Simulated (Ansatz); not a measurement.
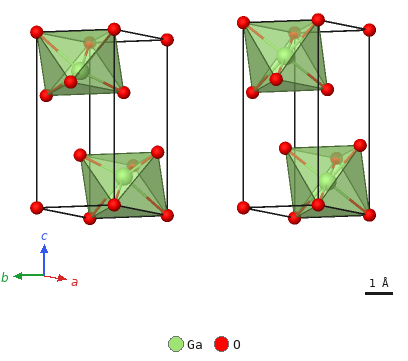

Two geometries of a crystal of Ga2O3 (a generated structure, set up in P-3m1) (coarse preliminary run), drawn at one scale. One is the start of a relaxation, the other its converged end. The picture is a polyhedral view of the cell of the calculation, seen from a free direction.

The calculation used DFT PBE+D3(BJ), scalar-relativistic, plane waves, PAW in Ansatz. (plane-wave cutoff 420 eV; k-point mesh 6 × 6 × 4; occupations gaussian; smearing width 0.1 eV; no spin polarisation; cell and atoms relaxed; force threshold 0.04 eV/Å; at most 70 steps)

Q: Which one is relaxed?

A: The left one is the relaxed one. The largest moves relative to the cell, 0.27 Å, are those of Ga atoms. By element the largest moves are Ga 0.27 Å, O 0.14 Å. The drawn cell changes as follows: a = b 2.913 → 3.015 Å (+3.5 %), c 7.167 → 6.802 Å (−5.1 %); the volume changes by +1.7 %. Some distances before and after: Ga–O 2.066 → 1.889 Å, Ga–O 2.066 → 2.238 Å. Bond angles that change, for instance: Ga–O–Ga 89.7° → 105.9°, O–Ga–O 89.7° → 105.9°, O–Ga–O 180.0° → 163.9°. The space group stays P-3m1 (No. 164). Over 6 accepted moves (8 points after the start) the energy falls by 3.059 eV per cell of the calculation. The largest force component goes from 8.3 to 0.017 eV/Å. Pressure: 3.46 GPa at the start and 0.00 GPa at the end. At 2 points the geometry stayed and the basis and grid were re-selected for the new cell (energy shift of 10.9 meV per cell of the calculation at most each time). The run took 41 s on 1 thread of Arm Neoverse N1, with other jobs on the host, peak memory 0.34 GiB.
